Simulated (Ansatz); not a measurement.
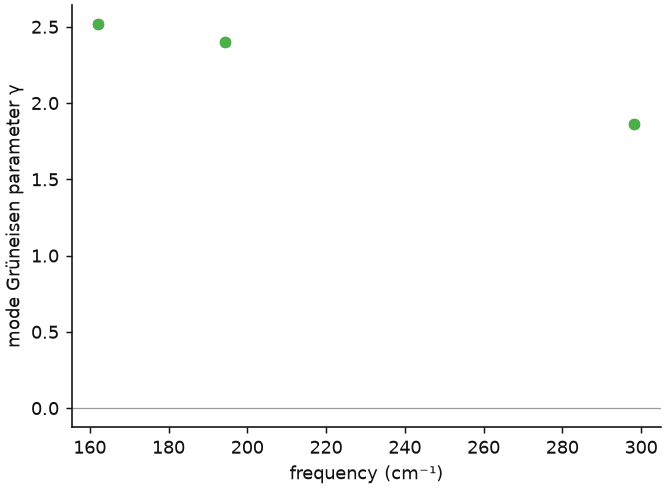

Mode Grüneisen parameters against frequency for AlCu₃, space group Fm-3m (No. 225).

They run from 1.86 to 2.52; none is negative, so every mode shown stiffens under compression.

Computed with Ansatz 0.2.0: mode Grüneisen parameters, minus d ln(frequency) over d ln(volume), from cells at 0.98 and 1.02 times the rest volume with shape and atoms relaxed, modes matched by rank; plane waves with PAW datasets, Γ-centred k mesh. Level: PBEsol, no spin polarisation.

- wave cutoff: 420 eV
- k mesh: 12×12×12
- occupations: Fermi–Dirac
- smearing width: 0.15 eV
- phonon method: linear response
- q mesh: 1×1×1

Starting cell:
```
CELL_PARAMETERS angstrom
0.00000 2.88406 2.88406
2.88406 0.00000 2.88406
2.88406 2.88406 0.00000
ATOMIC_POSITIONS crystal
Al 0.00000 0.00000 0.00000
Cu 0.50000 0.50000 0.50000
Cu 0.25000 0.25000 0.25000
Cu 0.75000 0.75000 0.75000
```

Caveats: metal sensitive to the k mesh.
